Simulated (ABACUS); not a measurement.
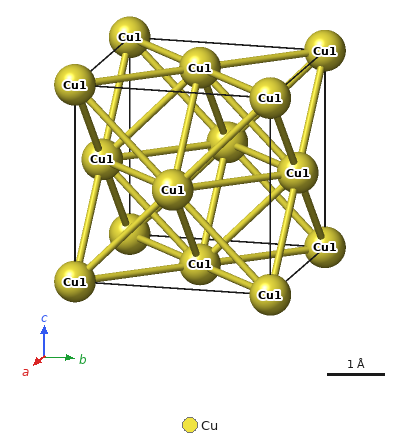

Fig. 1: The input geometry (ball-and-stick view of the cell 4 times as large as that of the calculation, set on its symmetry axes, seen slightly off an axis; atoms are numbered from 1 in the order of the input). Near neighbours in the crystal (not all of them lie inside the picture): Cu has 12 Cu at 2.56 Å.

**Cu: band-structure run**

Cu (Fm-3m, 1 atom in the cell), computed with Kohn-Sham DFT of a periodic cell, rSCAN, SG15 ONCV 1.2 PBE, no spin polarisation (ABACUS 3.10.1).

The structure derives from an entry of the Crystallography Open Database. It belongs to a series of runs on one base structure; here: bands on the converged density.

### What the program printed
```
ABACUS v3.10.1

               Atomic-orbital Based Ab-initio Computation at UStc

 ------------------------------------------------------------------------------------

 READING GENERAL INFORMATION
                           global_out_dir = OUT.Cu/
                           global_in_card = INPUT
                               pseudo_dir = ./
                              orbital_dir =
                                    DSIZE = 4
                                    GSIZE = 1

 READING UNITCELL INFORMATION
                                    ntype = 1
                  lattice constant (Bohr) = 1.88973
              lattice constant (Angstrom) = 1

 READING ATOM TYPE 1
                               atom label = Cu
                      L=0, number of zeta = 1
                      L=1, number of zeta = 1
                      L=2, number of zeta = 1
             number of atom for this type = 1

                        TOTAL ATOM NUMBER = 1
DIRECT COORDINATES
    atom                   x                   y                   z     mag                  vx                  vy                  vz
taud_Cu1            0.0000000000        0.0000000000        0.0000000000  0.0000        0.0000000000        0.0000000000        0.0000000000

                          Volume (Bohr^3) = 79.7006
                             Volume (A^3) = 11.8104

 Lattice vectors: (Cartesian coordinate: in unit of a_0)
                   +0             +1.8075             +1.8075
              +1.8075                  +0             +1.8075
              +1.8075             +1.8075                  +0
 Reciprocal vectors: (Cartesian coordinate: in unit of 2 pi/a_0)
            -0.276625           +0.276625           +0.276625
            +0.276625           -0.276625           +0.276625
            +0.276625           +0.276625           -0.276625
 The esolver type has been set to : ksdft_pw

                PAO radial cut off (Bohr) = 10

 Read in pseudopotential file is Cu_ONCV_PBE-1.2.upf
                     pseudopotential type = NC
          exchange-correlation functional = PBE
                 nonlocal core correction = 0
                        valence electrons = 19
                                     lmax = 2
                           number of zeta = 0
                     number of projectors = 6
                           L of projector = 0
                           L of projector = 0
                           L of projector = 1
                           L of projector = 1
                           L of projector = 2
                           L of projector = 2
 XC functional updated to : MGGA_X_RSCAN+MGGA_C_RSCAN
          exchange-correlation functional = MGGA_X_RSCAN+MGGA_C_RSCAN
     initial pseudo atomic orbital number = 0

 SETUP THE ELECTRONS NUMBER
            electron number of element Cu = 19
      total electron number of element Cu = 19
            AUTOSET number of electrons:  = 19
                           occupied bands = 10
                                   NBANDS = 20
                                   NLOCAL = 9

%%%%%%%%%%%%%%%%%%%%%%%%%%%%%%%%%%%%%%%%%%%%%%%%%%%%%%%%%%%%%%%%%%%%%%%%%%%%%%%%%%%%%%%%%%%%%%%%%%%%%%%%%%
 Warning: the number of valence electrons in pseudopotential > 11 for Cu: [Ar] 3d10 4s1
 Pseudopotentials with additional electrons can yield (more) accurate outcomes, but may be less efficient.
 If you're confident that your chosen pseudopotential is appropriate, you can safely ignore this warning.
%%%%%%%%%%%%%%%%%%%%%%%%%%%%%%%%%%%%%%%%%%%%%%%%%%%%%%%%%%%%%%%%%%%%%%%%%%%%%%%%%%%%%%%%%%%%%%%%%%%%%%%%%%

 SETUP THE PLANE WAVE BASIS
 energy cutoff for charge/potential (unit:Ry) = 424
            fft grid for charge/potential = [ 32, 32, 32 ]
                        fft grid division = [ 1, 1, 1 ]
        big fft grid for charge/potential = [ 32, 32, 32 ]
                                     nbxx = 32768
                                     nrxx = 32768

 SETUP PLANE WAVES FOR CHARGE/POTENTIAL
                    number of plane waves = 11791
                         number of sticks = 673

 PARALLEL PW FOR CHARGE/POTENTIAL
     PROC   COLUMNS(POT)             PW
        1            673          11791
 --------------- sum -------------------
        1            673          11791
                            number of |g| = 169
                                  max |g| = 38.2607
                                  min |g| = 0

----------- Double Check Mixing Parameters Begin ------------
mixing_type: broyden
mixing_beta: 0.7
mixing_gg0: 1
mixing_gg0_min: 0.1
mixing_ndim: 8
----------- Double Check Mixing Parameters End ------------

 SETUP K-POINTS
                                    nspin = 1
                                   nkstot = 102
K-POINTS DIRECT COORDINATES
 KPOINTS    DIRECT_X    DIRECT_Y    DIRECT_Z  WEIGHT
       1  0.00000000  0.00000000  0.00000000  1.0000
       2  0.05000000  0.00000000  0.05000000  1.0000
       3  0.10000000  0.00000000  0.10000000  1.0000
       4  0.15000000  0.00000000  0.15000000  1.0000
       5  0.20000000  0.00000000  0.20000000  1.0000
       6  0.25000000  0.00000000  0.25000000  1.0000
       7  0.30000000  0.00000000  0.30000000  1.0000
       8  0.35000000  0.00000000  0.35000000  1.0000
       9  0.40000000  0.00000000  0.40000000  1.0000
      10  0.45000000  0.00000000  0.45000000  1.0000
      11  0.50000000  0.00000000  0.50000000  1.0000
      12  0.50000000  0.02500000  0.52500000  1.0000
      13  0.50000000  0.05000000  0.55000000  1.0000
      14  0.50000000  0.07500000  0.57500000  1.0000
      15  0.50000000  0.10000000  0.60000000  1.0000
      16  0.50000000  0.12500000  0.62500000  1.0000
      17  0.50000000  0.15000000  0.65000000  1.0000
      18  0.50000000  0.17500000  0.67500000  1.0000
      19  0.50000000  0.20000000  0.70000000  1.0000
      20  0.50000000  0.22500000  0.72500000  1.0000
      21  0.50000000  0.25000000  0.75000000  1.0000
      22  0.48750000  0.26250000  0.75000000  1.0000
      23  0.47500000  0.27500000  0.75000000  1.0000
      24  0.46250000  0.28750000  0.75000000  1.0000
      25  0.45000000  0.30000000  0.75000000  1.0000
      26  0.43750000  0.31250000  0.75000000  1.0000
      27  0.42500000  0.32500000  0.75000000  1.0000
      28  0.41250000  0.33750000  0.75000000  1.0000
      29  0.40000000  0.35000000  0.75000000  1.0000
      30  0.38750000  0.36250000  0.75000000  1.0000
[... 72 further k points ...]

           k-point number in this process = 26
       minimum distributed K point number = 25

[... K-POINTS CARTESIAN COORDINATES: 26 rows ...]

[... K-POINTS DIRECT COORDINATES: 26 rows ...]

 SETUP PLANE WAVES FOR WAVE FUNCTIONS
     energy cutoff for wavefunc (unit:Ry) = 106
              fft grid for wave functions = [ 32, 32, 32 ]
                    number of plane waves = 1917
                         number of sticks = 199

 PARALLEL PW FOR WAVE FUNCTIONS
     PROC   COLUMNS(POT)             PW
        1            199           1917
 --------------- sum -------------------
        1            199           1917

 SETUP NONLOCAL PSEUDOPOTENTIALS IN PLANE WAVE BASIS
 Cu non-local projectors:
 projector 1 L=0
 projector 2 L=0
 projector 3 L=1
 projector 4 L=1
 projector 5 L=2
 projector 6 L=2
      TOTAL NUMBER OF NONLOCAL PROJECTORS = 18

 Init Non-Local PseudoPotential table :
 Init Non-Local-Pseudopotential done.

                                     npwx = 1480

 -------------------------------------------
 NONSELF-CONSISTENT
 -------------------------------------------
                                 init_chg = file
 try to read charge from file
 Read in the charge density: OUT.Cu//Cu-CHARGE-DENSITY.restart
 try to read kinetic energy density from file
 Read in the kinetic energy density: OUT.Cu//Cu-TAU-DENSITY.restart

 PW ALGORITHM --------------- ION=   1  ELEC=   1--------------------------------
 k(1/102) Iter steps (avg)=11 threshold=1e-07
 k(2/102) Iter steps (avg)=11 threshold=1e-07
 k(3/102) Iter steps (avg)=12 threshold=1e-07
 k(4/102) Iter steps (avg)=20 threshold=1e-07
 k(5/102) Iter steps (avg)=19 threshold=1e-07
 k(6/102) Iter steps (avg)=16 threshold=1e-07
 k(7/102) Iter steps (avg)=16 threshold=1e-07
 k(8/102) Iter steps (avg)=12 threshold=1e-07
 k(9/102) Iter steps (avg)=16 threshold=1e-07
 k(10/102) Iter steps (avg)=21 threshold=1e-07
 k(11/102) Iter steps (avg)=28 threshold=1e-07
 k(12/102) Iter steps (avg)=22 threshold=1e-07
 k(13/102) Iter steps (avg)=18 threshold=1e-07
 k(14/102) Iter steps (avg)=18 threshold=1e-07
 k(15/102) Iter steps (avg)=17 threshold=1e-07
 k(16/102) Iter steps (avg)=18 threshold=1e-07
 k(17/102) Iter steps (avg)=17 threshold=1e-07
 k(18/102) Iter steps (avg)=17 threshold=1e-07
 k(19/102) Iter steps (avg)=17 threshold=1e-07
 k(20/102) Iter steps (avg)=16 threshold=1e-07
 k(21/102) Iter steps (avg)=15 threshold=1e-07
 k(22/102) Iter steps (avg)=16 threshold=1e-07
 k(23/102) Iter steps (avg)=18 threshold=1e-07
 k(24/102) Iter steps (avg)=25 threshold=1e-07
 k(25/102) Iter steps (avg)=26 threshold=1e-07
 k(26/102) Iter steps (avg)=24 threshold=1e-07
[... levels at 26 k points of this process ...]

 Density error is 0.00000000000
                          Error Threshold = 1.00000000000e-07
----------------------------------------------------------
     Energy           Rydberg                 eV
----------------------------------------------------------
 E_KohnSham     -365.2630827245      -4969.6591940991
 E_KS(sigma->0) -365.2630337037      -4969.6585271367
 E_Harris       -365.2630827245      -4969.6591940991
 E_band         -27.3630719026       -372.2936926591
 E_one_elec     -196.7101882835      -2676.3794153082
 E_Hartree      108.8485480839       1480.9604729674
 E_xc           -35.1164666276       -477.7840397622
 E_Ewald        -242.2848778557      -3296.4548780713
 E_entropy(-TS) -0.0000980416        -0.0013339247
 E_descf        0.0000000000         0.0000000000
 E_exx          0.0000000000         0.0000000000
 E_Fermi        1.4276764544         19.4245346806
----------------------------------------------------------

 charge density convergence is achieved
 final etot is -4969.6591941 eV
 EFERMI = 19.424534681 eV

 STATE ENERGY(eV) AND OCCUPATIONS    NSPIN == 1
 1/26 kpoint (Cartesian) = 0.0000 0.0000 0.0000 (1459 pws)
       1       -98.8062      0.0196078
       2       -55.1457      0.0196078
       3       -55.1457      0.0196078
       4       -55.1457      0.0196078
       5        7.73757      0.0196078
       6        14.0865      0.0196078
       7        14.0865      0.0196078
       8        14.0865      0.0196078
       9        14.9233      0.0196078
      10        14.9233      0.0196078
      11        40.9561        0.00000
      12        43.8301        0.00000
      13        43.8301        0.00000
      14        43.8301        0.00000
      15        46.1335        0.00000
      16        46.1335        0.00000
      17        46.1335        0.00000
      18        50.1116        0.00000
      19        55.3726        0.00000
      20        55.3726        0.00000

 2/26 kpoint (Cartesian) = 0.0000 0.027663 0.0000 (1459 pws)
       1       -98.8057      0.0196078
       2       -55.1482      0.0196078
       3       -55.1467      0.0196078
       4       -55.1467      0.0196078
       5        7.86352      0.0196078
       6        14.0495      0.0196078
       7        14.1160      0.0196078
       8        14.1160      0.0196078
       9        14.8902      0.0196078
      10        14.9367      0.0196078
      11        40.4967        0.00000
      12        42.5152        0.00000
      13        42.5152        0.00000
      14        43.2747        0.00000
      15        46.8625        0.00000
      16        47.5210        0.00000
      17        47.5210        0.00000
      18        50.4190        0.00000
      19        53.0995        0.00000
      20        55.5963        0.00000

 3/26 kpoint (Cartesian) = 0.0000 0.055325 0.0000 (1451 pws)
       1       -98.8044      0.0196078
       2       -55.1557      0.0196078
       3       -55.1496      0.0196078
       4       -55.1496      0.0196078
       5        8.23722      0.0196078
       6        13.9428      0.0196078
       7        14.2034      0.0196078
       8        14.2034      0.0196078
       9        14.7966      0.0196078
      10        14.9756      0.0196078
      11        39.5552        0.00000
      12        40.5649        0.00000
      13        40.5649        0.00000
      14        42.0644        0.00000
      15        48.3596        0.00000
      16        48.6085        0.00000
      17        49.6788        0.00000
      18        49.6788        0.00000
      19        53.3545        0.00000
      20        56.2790        0.00000

 4/26 kpoint (Cartesian) = 0.0000 0.082988 0.0000 (1447 pws)
       1       -98.8023      0.0196078
       2       -55.1672      0.0196078
       3       -55.1542      0.0196078
       4       -55.1542      0.0196078
       5        8.84431      0.0196078
       6        13.7783      0.0196078
       7        14.3454      0.0196078
       8        14.3454      0.0196078
       9        14.6622      0.0196078
      10        15.0365      0.0196078
      11        38.5805        0.00000
      12        38.6571        0.00000
      13        38.6571        0.00000
      14        40.6439        0.00000
      15        45.0897        0.00000
      16        50.9089        0.00000
      17        51.9000        0.00000
      18        51.9000        0.00000
      19        55.3874        0.00000
      20        57.4535        0.00000

 5/26 kpoint (Cartesian) = 0.0000 0.11065 0.0000 (1463 pws)
       1       -98.7997      0.0196078
       2       -55.1816      0.0196078
       3       -55.1599      0.0196078
       4       -55.1599      0.0196078
       5        9.65192      0.0196078
       6        13.5738      0.0196078
       7        14.5282      0.0196078
       8        14.5352      0.0196078
       9        14.5352      0.0196078
      10        15.1136      0.0196078
      11        36.8790        0.00000
      12        36.8790        0.00000
      13        37.7199        0.00000
      14        38.9011        0.00000
      15        42.2759        0.00000
      16        53.5961        0.00000
      17        54.0705        0.00000
      18        54.0705        0.00000
      19        57.6230        0.00000
      20        58.4383        0.00000

 6/26 kpoint (Cartesian) = 0.0000 0.13831 0.0000 (1475 pws)
       1       -98.7968      0.0196078
       2       -55.1975      0.0196078
       3       -55.1663      0.0196078
       4       -55.1663      0.0196078
       5        10.5833      0.0196078
       6        13.3508      0.0196078
       7        14.4818      0.0196078
       8        14.7618      0.0196078
       9        14.7618      0.0196078
      10        15.1997      0.0196078
      11        35.2719        0.00000
      12        35.2719        0.00000
      13        36.4291        0.00000
      14        37.0086        0.00000
      15        40.5214        0.00000
      16        56.1740        0.00000
      17        56.1740        0.00000
      18        56.6096        0.00000
      19        58.9480        0.00000
      20        59.7628        0.00000

[... levels at 20 further k points ...]

 --------------------------------------------
 !FINAL_ETOT_IS -4969.659194099107 eV
 --------------------------------------------

 Output bands in file: OUT.Cu/BANDS_1.dat
```

### Standard output
```
ABACUS v3.10.1

               Atomic-orbital Based Ab-initio Computation at UStc

 dft_functional readin is: MGGA_X_RSCAN+MGGA_C_RSCAN
 dft_functional in pseudopot file is: PBE
 Please make sure this is what you need

%%%%%%%%%%%%%%%%%%%%%%%%%%%%%%%%%%%%%%%%%%%%%%%%%%%%%%%%%%%%%%%%%%%%%%%%%%%%%%%%%%%%%%%%%%%%%%%%%%%%%%%%%
 Warning: the number of valence electrons in pseudopotential > 11 for Cu: [Ar] 3d10 4s1
 Pseudopotentials with additional electrons can yield (more) accurate outcomes, but may be less efficient.
 If you're confident that your chosen pseudopotential is appropriate, you can safely ignore this warning.
%%%%%%%%%%%%%%%%%%%%%%%%%%%%%%%%%%%%%%%%%%%%%%%%%%%%%%%%%%%%%%%%%%%%%%%%%%%%%%%%%%%%%%%%%%%%%%%%%%%%%%%%%

 UNIFORM GRID DIM        : 32 * 32 * 32
 UNIFORM GRID DIM(BIG)   : 32 * 32 * 32
func,idMGGA_X_RSCAN 493
func,idMGGA_C_RSCAN 494
 ---------------------------------------------------------
 ---------------------------------------------------------
 SPIN    KPOINTS         PROCESSORS  THREADS
 1       102             4           4
 ---------------------------------------------------------
 Use plane wave basis
 ---------------------------------------------------------
 ELEMENT NATOM       XC
 Cu      1
 ---------------------------------------------------------
 Initial plane wave basis and FFT box
 ---------------------------------------------------------
 -------------------------------------------
 NONSELF-CONSISTENT :
 -------------------------------------------
 START CHARGE      : file
 ITER       ETOT/eV          EDIFF/eV         DRHO         DKIN     TIME/s
 DA1     -4.96965919e+03   0.00000000e+00   0.0000e+00   0.0000e+00   5.69
```

The run was set up as follows.

### Input file
```
INPUT_PARAMETERS
suffix              Cu
calculation         nscf
basis_type          pw
pseudo_dir          ./
symmetry            -1
dft_functional      MGGA_X_RSCAN+MGGA_C_RSCAN
ecutwfc             106.0
pseudo_rcut         10
nspin               1
nbands              20
ks_solver           dav
smearing_method     fd
smearing_sigma      0.00367493
scf_thr             1e-08
scf_nmax            100
mixing_type         broyden
mixing_beta         0.7
mixing_tau          1
init_chg            file
pw_diag_thr         1e-07
out_band            1
kpar                4
```

### File STRU
```
ATOMIC_SPECIES
Cu 63.5460 Cu_ONCV_PBE-1.2.upf

LATTICE_CONSTANT
1.8897261246

LATTICE_VECTORS
0.0000000000 1.8075000000 1.8075000000
1.8075000000 0.0000000000 1.8075000000
1.8075000000 1.8075000000 0.0000000000

ATOMIC_POSITIONS
Direct

Cu
0.0
1
0.0000000000 0.0000000000 0.0000000000 1 1 1
```

### File KPT
```
K_POINTS
12
Line
0.00000000 0.00000000 0.00000000 10 // G
0.50000000 0.00000000 0.50000000 10 // X
0.50000000 0.25000000 0.75000000 10 // W
0.37500000 0.37500000 0.75000000 10 // K
0.00000000 0.00000000 0.00000000 10 // G
0.50000000 0.50000000 0.50000000 10 // L
0.62500000 0.25000000 0.62500000 10 // U
0.50000000 0.25000000 0.75000000 10 // W
0.50000000 0.50000000 0.50000000 10 // L
0.37500000 0.37500000 0.75000000 1 // K
0.62500000 0.25000000 0.62500000 10 // U
0.50000000 0.00000000 0.50000000 1 // X
```

Launched with:
```bash
OMP_NUM_THREADS=1 mpirun -np 4 abacus > log
```

### Summary

- outcome: converged
- space group (tolerance 0.01 Å): Fm-3m (225)
- electrons treated: 19
- Fermi energy of the self-consistent step: 17.222 eV
- hardware: 4 threads of Intel Xeon (Granite Rapids), 16 GiB of memory available, shared host
- wall time: 6 s (CPU time 24 s)
- peak memory: 0.36 GiB
